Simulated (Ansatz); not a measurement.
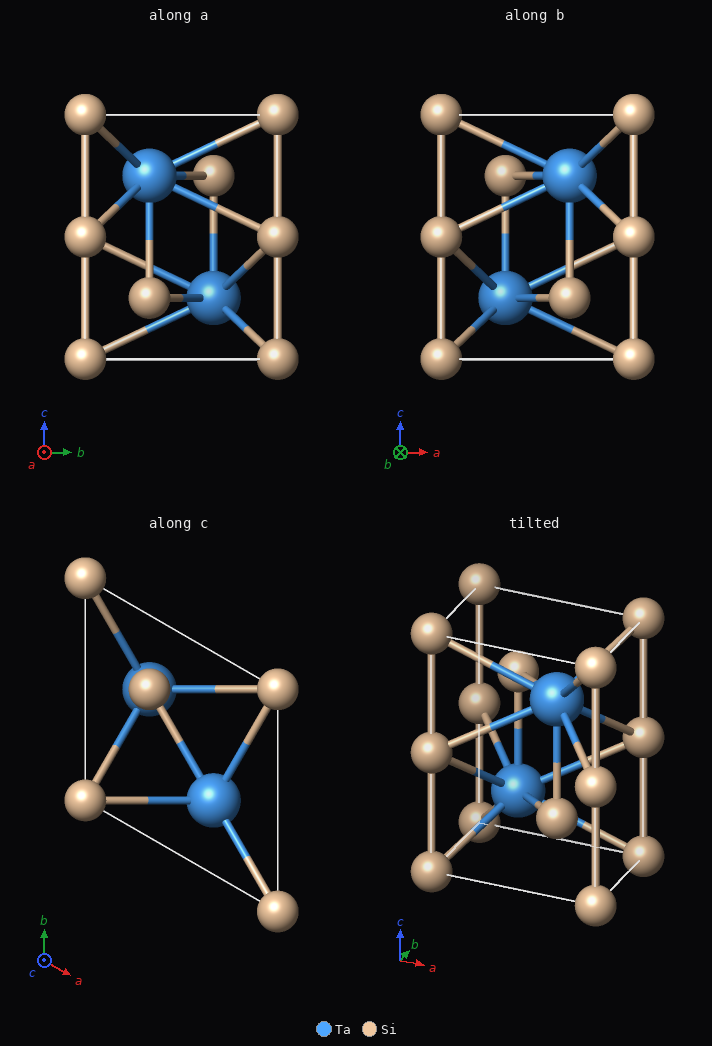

We look at a ball-and-stick model of the crystal along the a axis, along the b axis, along the c axis and slightly off an axis. Thin lines show the conventional unit cell, with boundary atoms drawn in all their periodic places.

Lattice parameters: a = 4.591 Å, b = 4.591 Å, c = 5.048 Å, α = 90.00°, β = 90.00°, γ = 120.00°. Put a along x and b in the xy plane.

Question: Write down what is shown as a POSCAR file.

Answer:
```
Ta Si
1.0
     4.591    0.000    0.000
    -2.296    3.976    0.000
     0.000    0.000    5.048
Ta Si
2 4
Direct
  0.3333 0.6667 0.2500
  0.6667 0.3333 0.7500
  0.3333 0.6667 0.7500
  0.6667 0.3333 0.2500
  0.0000 0.0000 0.0000
  0.0000 0.0000 0.5000
```

Its origin is a structure type filled with these elements by a generator (whether the compound takes this form wasn't checked). Cell shown after relaxation with DFT PBE, scalar-relativistic, plane waves, PAW in Ansatz.
